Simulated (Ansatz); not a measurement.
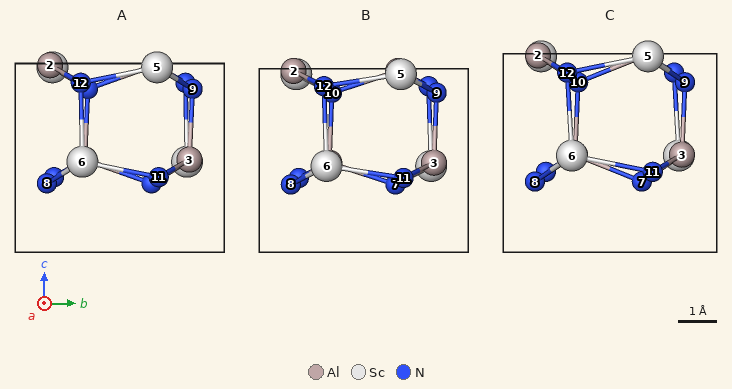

3 geometries from one relaxation of solid ScAl$_{2}$N$_{3}$ (a generated structure, set up in Cmc2_1) (coarse preliminary run), in shuffled order. A ball-and-stick model of the conventional cell (2 times the calculation's cell), seen along the a axis. Lengths and directions refer to the drawn axes.

Case: In → Sc on all its sites, cell and atoms relaxed.

Method: DFT PBEsol, scalar-relativistic, plane waves, PAW (Ansatz 0.2.0). Settings: plane-wave cutoff 420 eV; k-point mesh 4 × 4 × 4; occupations gaussian; smearing width 0.1 eV; no spin polarisation; cell and atoms relaxed; force threshold 0.05 eV/Å; at most 60 steps.

### Order the frames from highest to lowest energy.

C, A, B. They are steps 0, 1, 5, at +1.269 eV per cell of the calculation, +86.7 meV per cell of the calculation relative to the last. The largest moves relative to the cell, 0.085 Å, are those of Sc atoms. Largest moves by element: Sc 0.085 Å, N 0.075 Å, Al 0.021 Å. The volume changes by −11.4 %, with a 10.049 → 9.838 Å (−2.1 %), b 5.779 → 5.656 Å (−2.1 %), c 5.363 → 4.960 Å (−7.5 %). Some distances before and after: Sc–Sc 3.379 → 3.193 Å, N–Sc 2.220 → 2.082 Å, N–Sc 2.227 → 2.105 Å, N–Sc 2.245 → 2.157 Å. Bond angles that change, for instance: Al–N–Sc 104.1° → 108.8°, Al–N–Sc 104.6° → 109.3°, Al–N–Al 113.4° → 109.2°. The space group stays Cmc2_1 (No. 36). After 4 accepted moves (5 points after the start) the energy has fallen by 1.269 eV per cell of the calculation. Largest force component: 0.8 eV/Å at the start, 0.022 eV/Å at the end. The pressure goes from −16.93 to −0.34 GPa. The SCF was repeated once at an unchanged geometry on a basis and grid sized afresh for the cell, which shifted the energy by 23.4 meV per cell of the calculation at most.
